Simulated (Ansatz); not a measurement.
**What a change does: single-point calculation on Pt**

System: Pt (P6₃/mmc, 4 atoms in the cell).
Method of the first run: DFT, PBE, plane waves (420 eV) with PAW, scalar-relativistic, spin-polarised (Ansatz 0.2.0).

Text and figures count atoms from 1; the logs count them from 0 in places.

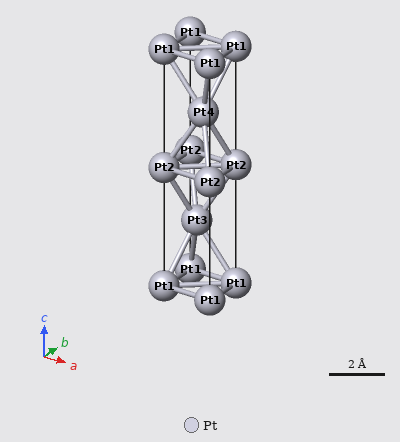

The structure (ball-and-stick view of the cell of the calculation, seen slightly off an axis; atoms are numbered from 1 in the order of the input). Near neighbours in the crystal (not all of them lie inside the picture): Pt has 12 Pt at 2.67 to 2.72 Å.

### Input, the first run
```yaml
crystal:
  lattice:
    - [2.6671449559, 0.0, 0.0]
    - [-1.3335724779, 2.3098152873, 0.0]
    - [0.0, 0.0, 8.9665430879]
  atoms:
    - { symbol: Pt, position: [1.0, 0.0, 0.0], spin: 1.0 }
    - { symbol: Pt, position: [1.0, 0.0, 0.5], spin: 1.0 }
    - { symbol: Pt, position: [0.3333333333, 0.6666666667, 0.25], spin: 1.0 }
    - { symbol: Pt, position: [0.6666666667, 0.3333333333, 0.75], spin: 1.0 }
hamiltonian:
  xc: pbe
  pseudopotentials:
    kind: paw
    azcp:
      Pt: "pseudopotentials/Pt.paw.azcp"
basis:
  ecutwfc: 420
  fft_grid_basis: typed
kpoints:
  mp_grid: { grid: [17, 17, 5], shift: [0, 0, 0] }
magnetization:
  spin_polarized: true
scf:
  occupations: { method: fermi_dirac, width: 0.05 }
output:
  stress: true
```

Hardware: 2 threads of an Arm (aarch64) CPU, shared host.

### Output, shortened to warnings, some set-up lines, iterations and results (the first run)
```
WARN: the starting moments were not kept: the SCF closed with an absolute magnetisation of 1.1e-5 μB, where they sum to 4 μB in size (4 sites). That is at most 0.1 of that sum. Measured as dr2_m measures the in/out step, that magnetisation stands 1.7e-11 eV from none, at or under the dr2_threshold of 1.0e-7 eV: it is no larger than a step whose dr2_m would equal this threshold. The system may …
Basis set: ecut = 420 eV, 1091 PW (Γ)
Symmetry: 24 space group operations
k-points: 99 of 1445
Initial density: superposition of atomic densities (chi_scale 0.1, normalization cell)
[...]
SCF iter   1: F=—  HF=-50092.075059 eV  |F-HF|=—  |Δ(HF+E_count)|=         —  Δρ=7.41e-2 (↑7.41e-2 ↓3.47e-2)  dr2=3.07e0  dr2_m=8.90e-1  M=0.672 μB ∫|m|=0.672 μB  β_m=0.30  …
SCF iter   2: F=—  HF=-50091.527208 eV  |F-HF|=—  |Δ(HF+E_count)|=   5.48e-1  Δρ=5.40e-2 (↑5.40e-2 ↓2.59e-2)  dr2=1.58e0  dr2_m=4.83e-1  M=0.551 μB ∫|m|=0.551 μB  β_m=0.65  …
SCF iter   3: F=—  HF=-50091.074592 eV  |F-HF|=—  |Δ(HF+E_count)|=   4.53e-1  Δρ=5.87e-3 (↑5.36e-3 ↓5.87e-3)  dr2=1.56e-2  dr2_m=6.73e-3  M=0.109 μB ∫|m|=0.121 μB  β_m=0.82  …
SCF iter   4: F=—  HF=-50091.065063 eV  |F-HF|=—  |Δ(HF+E_count)|=   9.53e-3  Δρ=8.03e-4 (↑8.03e-4 ↓3.81e-4)  dr2=4.87e-4  dr2_m=7.70e-5  M=0.016 μB ∫|m|=0.020 μB  β_m=0.84  …
SCF iter   5: F=—  HF=-50091.064528 eV  |F-HF|=—  |Δ(HF+E_count)|=   5.35e-4  Δρ=3.11e-4 (↑2.75e-4 ↓3.11e-4)  dr2=4.17e-5  dr2_m=2.57e-5  M=0.007 μB ∫|m|=0.010 μB  β_m=0.92  …
SCF iter   6: F=—  HF=-50091.064566 eV  |F-HF|=—  |Δ(HF+E_count)|=   3.84e-5  Δρ=5.38e-5 (↑3.85e-5 ↓5.38e-5)  dr2=2.79e-6  dr2_m=1.55e-7  M=0.000 μB ∫|m|=0.001 μB  β_m=0.96  …
SCF iter   7: F=—  HF=-50091.064566 eV  |F-HF|=—  |Δ(HF+E_count)|=   8.34e-8  Δρ=8.63e-6 (↑8.63e-6 ↓7.83e-6)  dr2=9.46e-8  dr2_m=3.51e-9  M=0.000 μB ∫|m|=0.000 μB  β_m=0.98  …
SCF iter   8: F=—  HF=-50091.064566 eV  |F-HF|=—  |Δ(HF+E_count)|=   5.57e-8  Δρ=2.32e-6 (↑2.32e-6 ↓2.14e-6)  dr2=1.09e-8  dr2_m=1.55e-10  M=0.000 μB ∫|m|=0.000 μB  β_m=0.99  …
SCF iter   9: F=-50091.064566 eV  HF=-50091.064566 eV  |F-HF|=8.93e-9  |Δ(HF+E_count)|=  2.04e-10  Δρ=1.65e-6 (↑1.63e-6 ↓1.65e-6)  dr2=9.89e-9  dr2_m=5.58e-12  M=-0.000 μB …
SCF 1 converged in 9 iterations: F = -50091.064566 eV  dr2 = 9.89e-9
WARN: the starting moments were not kept: the SCF closed with an absolute magnetisation of 1.1e-5 μB, where they sum to 4 μB in size (4 sites). That is at most 0.1 of that sum. Measured as dr2_m measures the in/out step, that magnetisation stands 1.7e-11 eV from none, at or under the dr2_threshold …
SCF converged after 9 iterations
Magnetization: -0.0000 μB (36.0000 up, 36.0000 down)
Absolute magnetization: 0.0000 μB (∫|ρ↑−ρ↓|, with the PAW one-centre terms)
Spin contamination: 0.0000 ħ² per cell (⟨S²⟩ above its minimum at these occupations)
Per-site moments (μB) at R_I (Å): [(-2.7123681595202124e-6, 1.100197294288524), (-2.712368159508144e-6, 1.100197294288524), (-2.6202441245811195e-6, 1.100197294288524), (-2.6202441247828976e-6, 1.100197294288524)]
Free energy (F): -50091.064566 eV
Harris-Foulkes:  -50091.064566 eV  (|F-HF|=8.93e-9)
Internal energy: -50091.013257 eV  (E = F + TS)
E sigma→0 (E₀):  -50091.038912 eV
Entropy (-TS):   -0.051309 eV (-12.827 meV/atom)
Fermi energy:    26.277007 eV
--- Per-component energies (eV) ---
  E_band       = -339.345695
  E_kinetic    = 2569.899123
  E_local      = -5382.362008  (includes V_loc(G=0)·N_el)
  E_nonlocal   = 799.867413
  E_hartree    = 2025.579250
  E_xc         = -1054.573138
  E_vxc        = -1221.505518  (∫ρ·V_xc dr)
[...]
```

For the second run the input was changed thus:
```diff
-    - [2.6671449559, 0.0, 0.0]
-    - [-1.3335724779, 2.3098152873, 0.0]
-    - [0.0, 0.0, 8.9665430879]
+    - [2.8904030257, 0.0, 0.0]
+    - [-1.4452015128, 2.5031624474, 0.0]
+    - [0.0, 0.0, 9.717103382]
```

What does this change do to the results?

With the same functional and potentials, the second run lies 91.8 meV per atom lower. The pressure goes from 44.36 to −20.38 GPa. The volume per atom goes from 13.81 to 17.58 Å³. The SCF takes 11 iterations against 9. The plane waves at Γ go from 1091 to 1377.

### Output, shortened to warnings, some set-up lines, iterations and results (the second run)
```
WARN: the starting moments were not kept: the SCF closed with an absolute magnetisation of 5.1e-5 μB, where they sum to 4 μB in size (4 sites). That is at most 0.1 of that sum. Measured as dr2_m measures the in/out step, that magnetisation stands 3.3e-10 eV from none, at or under the dr2_threshold of 1.0e-7 eV: it is no larger than a step whose dr2_m would equal this threshold. The system may …
Basis set: ecut = 420 eV, 1377 PW (Γ)
Symmetry: 24 space group operations
k-points: 99 of 1445
Initial density: superposition of atomic densities (chi_scale 0.1, normalization cell)
[...]
SCF iter   1: F=—  HF=-50091.707387 eV  |F-HF|=—  |Δ(HF+E_count)|=         —  Δρ=5.53e-2 (↑5.53e-2 ↓2.50e-2)  dr2=3.31e0  dr2_m=4.76e-1  M=1.384 μB ∫|m|=1.386 μB  β_m=0.30  …
SCF iter   2: F=—  HF=-50091.578143 eV  |F-HF|=—  |Δ(HF+E_count)|=   1.29e-1  Δρ=4.07e-2 (↑4.07e-2 ↓1.87e-2)  dr2=1.72e0  dr2_m=2.72e-1  M=1.239 μB ∫|m|=1.246 μB  β_m=0.65  …
SCF iter   3: F=—  HF=-50091.436420 eV  |F-HF|=—  |Δ(HF+E_count)|=   1.42e-1  Δρ=6.91e-3 (↑6.19e-3 ↓6.91e-3)  dr2=2.50e-2  dr2_m=1.44e-2  M=0.655 μB ∫|m|=0.702 μB  β_m=0.82  …
SCF iter   4: F=—  HF=-50091.433115 eV  |F-HF|=—  |Δ(HF+E_count)|=   3.30e-3  Δρ=2.96e-3 (↑2.96e-3 ↓1.81e-3)  dr2=2.16e-3  dr2_m=3.29e-3  M=0.363 μB ∫|m|=0.395 μB  β_m=0.91  …
SCF iter   5: F=—  HF=-50091.431477 eV  |F-HF|=—  |Δ(HF+E_count)|=   1.64e-3  Δρ=1.80e-3 (↑1.16e-3 ↓1.80e-3)  dr2=4.02e-4  dr2_m=1.37e-3  M=0.248 μB ∫|m|=0.270 μB  β_m=0.96  …
SCF iter   6: F=—  HF=-50091.431317 eV  |F-HF|=—  |Δ(HF+E_count)|=   1.60e-4  Δρ=3.44e-4 (↑3.00e-4 ↓3.44e-4)  dr2=1.38e-4  dr2_m=2.34e-6  M=-0.003 μB ∫|m|=0.004 μB  β_m=0.98  …
SCF iter   7: F=—  HF=-50091.431629 eV  |F-HF|=—  |Δ(HF+E_count)|=   3.12e-4  Δρ=1.47e-4 (↑1.47e-4 ↓1.19e-4)  dr2=6.27e-6  dr2_m=9.47e-6  M=0.019 μB ∫|m|=0.021 μB  β_m=0.99  …
SCF iter   8: F=—  HF=-50091.431634 eV  |F-HF|=—  |Δ(HF+E_count)|=   5.27e-6  Δρ=2.23e-5 (↑1.52e-5 ↓2.23e-5)  dr2=6.12e-7  dr2_m=1.00e-7  M=0.003 μB ∫|m|=0.003 μB  β_m=0.99  …
SCF iter   9: F=—  HF=-50091.431635 eV  |F-HF|=—  |Δ(HF+E_count)|=   1.58e-7  Δρ=4.16e-6 (↑4.14e-6 ↓4.16e-6)  dr2=5.75e-8  dr2_m=8.40e-10  M=-0.000 μB ∫|m|=0.000 μB  β_m=1.00 …
SCF iter  10: F=—  HF=-50091.431635 eV  |F-HF|=—  |Δ(HF+E_count)|=   1.92e-8  Δρ=1.60e-6 (↑1.47e-6 ↓1.60e-6)  dr2=1.13e-8  dr2_m=4.66e-11  M=-0.000 μB ∫|m|=0.000 μB  β_m=1.00 …
SCF iter  11: F=-50091.431635 eV  HF=-50091.431635 eV  |F-HF|=2.23e-8  |Δ(HF+E_count)|=  5.53e-10  Δρ=2.05e-6 (↑2.05e-6 ↓2.03e-6)  dr2=2.39e-8  dr2_m=3.61e-12  M=0.000 μB …
SCF 1 converged in 11 iterations: F = -50091.431635 eV  dr2 = 2.39e-8
WARN: the starting moments were not kept: the SCF closed with an absolute magnetisation of 5.1e-5 μB, where they sum to 4 μB in size (4 sites). That is at most 0.1 of that sum. Measured as dr2_m measures the in/out step, that magnetisation stands 3.3e-10 eV from none, at or under the dr2_threshold …
SCF converged after 11 iterations
Magnetization: 0.0000 μB (36.0000 up, 36.0000 down)
Absolute magnetization: 0.0001 μB (∫|ρ↑−ρ↓|, with the PAW one-centre terms)
Spin contamination: 0.0000 ħ² per cell (⟨S²⟩ above its minimum at these occupations)
Per-site moments (μB) at R_I (Å): [(1.2183222545193396e-5, 1.1922912480937229), (1.2183222545182777e-5, 1.1922912480937229), (1.246141317912715e-5, 1.1922912480937229), (1.2461413179164954e-5, 1.1922912480937229)]
Free energy (F): -50091.431635 eV
Harris-Foulkes:  -50091.431635 eV  (|F-HF|=2.23e-8)
Internal energy: -50091.356186 eV  (E = F + TS)
E sigma→0 (E₀):  -50091.393910 eV
Entropy (-TS):   -0.075449 eV (-18.862 meV/atom)
Fermi energy:    19.002989 eV
--- Per-component energies (eV) ---
  E_band       = -781.050943
  E_kinetic    = 2534.590973
  E_local      = -6652.134251  (includes V_loc(G=0)·N_el)
  E_nonlocal   = 800.461097
  E_hartree    = 2444.826892
  E_xc         = -1040.080614
  E_vxc        = -1201.763323  (∫ρ·V_xc dr)
[...]
```

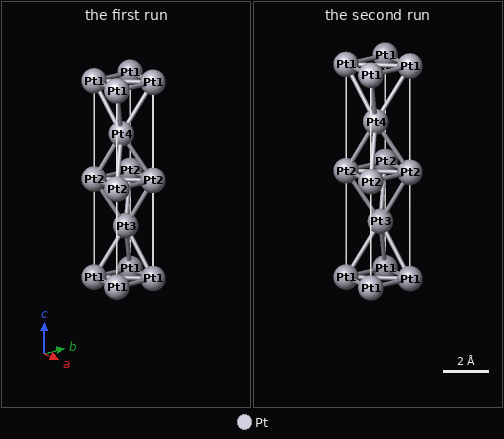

The two input geometries at one scale (ball-and-stick view of the cell of the calculation, seen slightly off an axis). The atoms keep their places relative to the cell (all moves are under 0.005 Å). The drawn cell changes as follows: a = b 2.667 → 2.890 Å (+8.4 %), c 8.967 → 9.717 Å (+8.4 %); the volume changes by +27.3 %. Among the contacts that change: Pt1–Pt3 2.720 → 2.947 Å, Pt1–Pt1 2.667 → 2.890 Å.

### The two runs side by side

```tsv
quantity	the first run	the second run
outcome	converged	converged
free energy per atom (eV)	−12522.7661	−12522.8579
energy per atom, smearing taken to zero (eV)	−12522.7597	−12522.8485
net moment of the cell (μB)	0.00	0.00
absolute moment of the cell (μB)	0.00	0.00
pressure (GPa)	44.36	−20.38
volume per atom (Å³)	13.81	17.58
SCF iterations	9	11
irreducible k-points	99	99
plane waves at Γ	1091	1377
wall time (shared host)	12 s	20 s
```

For both runs: Warnings: some starting moments were not kept. Spin–orbit coupling is left out, which matters for Pt. For the first run: The cell is under a pressure of 44 GPa at this level, so it is not at its equilibrium volume. For the second run: The cell is under a tension of 20 GPa at this level, so it is not at its equilibrium volume.
